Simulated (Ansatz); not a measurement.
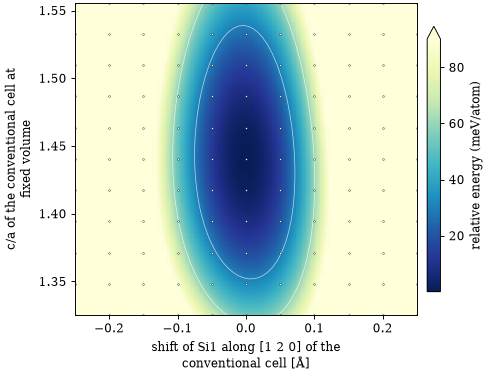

Si2W (P6_222, No. 180; 9 atoms in the cell). 
- The energy is mapped over a free internal coordinate and the cell.
- Coordinates scanned: (1) shift of Si1 along [1 2 0] of the conventional cell, Cartesian (0 1 0), its symmetry partners moved as symmetry demands (measured in the relaxed cell); (2) c/a of the conventional cell at fixed volume.
- Nothing is relaxed (all other coordinates fixed).
- The scan uses an 11 × 11 grid.
- Points are written as (first, second).
- All energies are given in meV/atom relative to the lowest grid point.
- The band gap closes in part of the range.
- The calculation used DFT PBE, scalar-relativistic, plane waves, PAW in Ansatz. Settings: cutoff 420 eV, k-mesh 9×9×6 in the order of the run's cell vectors, gaussian smearing 0.03 eV, no spin polarisation.

The picture shows a smooth colour map with a few white contour lines, dots at the grid points, one colour for all values above the top of the scale. Between grid points the surface is interpolated.

Where is the minimum, and how stiff is the well along each coordinate?

Answer. The interpolated minimum is at the first coordinate ≈ 0.000 Å, the second coordinate ≈ 1.440. The curvatures there are about 101 eV/Å² and 62 eV, with a cross term of about 6 eV/Å (per cell of 9 atoms). Round the minimum the two coordinates are weakly coupled (coupling 0.08 in units of the two stiffnesses).

PAW datasets: the set soft_1.
